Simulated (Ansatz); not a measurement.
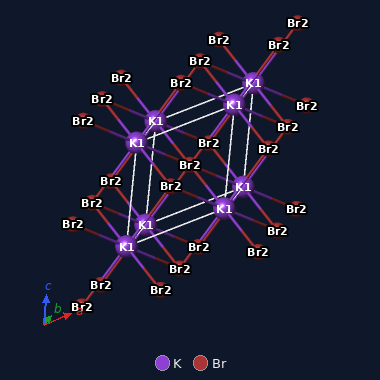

The system is KBr (Fm-3m, No. 225; 2 atoms in the cell); the picture shows the reference structure. 
- The cell is strained homogeneously, by one strain along x and y and another along z, with fractional coordinates fixed (x, y and z along the cube axes).
- Coordinates scanned: (1) strain along x and y; (2) strain along z.
- The grid has 5 × 5 points.
- Points are written as (first, second).
- All energies are given in meV/atom relative to the unstrained cell.
- The reference cell is the one listed in the database, not relaxed at this level.
- These are results of Ansatz 0.2.0, DFT PBE, scalar-relativistic, plane waves, PAW, not measurements. Settings: cutoff 420 eV, k-mesh 6×6×6, gaussian smearing 0.05 eV, no spin polarisation.

Its coordinates:

```
CELL_PARAMETERS angstrom
0.00000 3.29250 3.29250
3.29250 0.00000 3.29250
3.29250 3.29250 0.00000
ATOMIC_POSITIONS crystal
K 0.00000 0.00000 0.00000
Br 0.50000 0.50000 0.50000
```

Range: strain along x and y from −8 to 8 %; strain along z from −8 to 8 %.

What landscape does the calculation give?

The lowest grid point is at (0 %, 4 %), −1.5 meV/atom from the unstrained cell. The bottom of the well lies between grid points, at about (2 %, 2 %), about 4 meV/atom lower on the interpolated surface. It is the only kind of minimum in the scanned range. The highest grid point, (−8 %, −8 %), lies 193 meV/atom above the lowest. Round the minimum the valley is somewhat tilted: raising strain along x and y shifts the best value of strain along z downwards (coupling k₁₂/√(k₁₁k₂₂) about 0.2). The gap on the k-mesh is 4.3 eV at the lowest point and runs from 3.9 to 5.3 eV over the map.

| strain along z ↓, strain along x and y → | −8 | −4 | 0 | 4 | 8 |
| --- | --- | --- | --- | --- | --- |
| 8 | 113 | 32 | 5 | 11 | 37 |
| 4 | 112 | 29 | −1 | 1 | 23 |
| 0 | 121 | 34 | 0 | −1 | 17 |
| −4 | 144 | 54 | 16 | 11 | 26 |
| −8 | 192 | 98 | 56 | 47 | 58 |

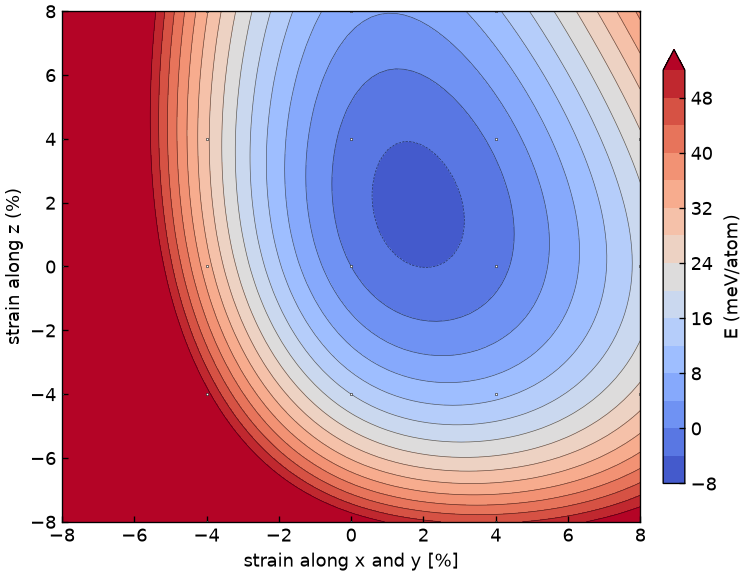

In the figure: filled contours, dots at the grid points, one colour for all values above the top of the scale. Between grid points the surface is interpolated.
